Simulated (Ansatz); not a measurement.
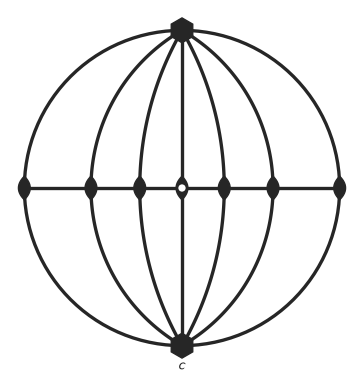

Stereographic projection: heavy lines are mirror planes (a heavy rim: a mirror in the plane of the page); lens, triangle, square and hexagon are 2-, 3-, 4- and 6-fold axes, a lens in an open square is −4, a triangle in an open hexagon −6; thin dashed diameters join the ends of axes that lie in the page; a small open circle marks inversion. The b axis points at the viewer. Computed from the symmetry operations of a computed or model structure of composition Cr, which need not be its known form.

**Name the crystal class.**

6/mmm (D6h), order 24, hexagonal system: one sixfold axis, six twofold axes, seven mirror planes, an inversion centre.

**Can such a crystal be piezoelectric, pyroelectric or chiral?**

It is centrosymmetric, so neither piezoelectric nor pyroelectric; it is not chiral.
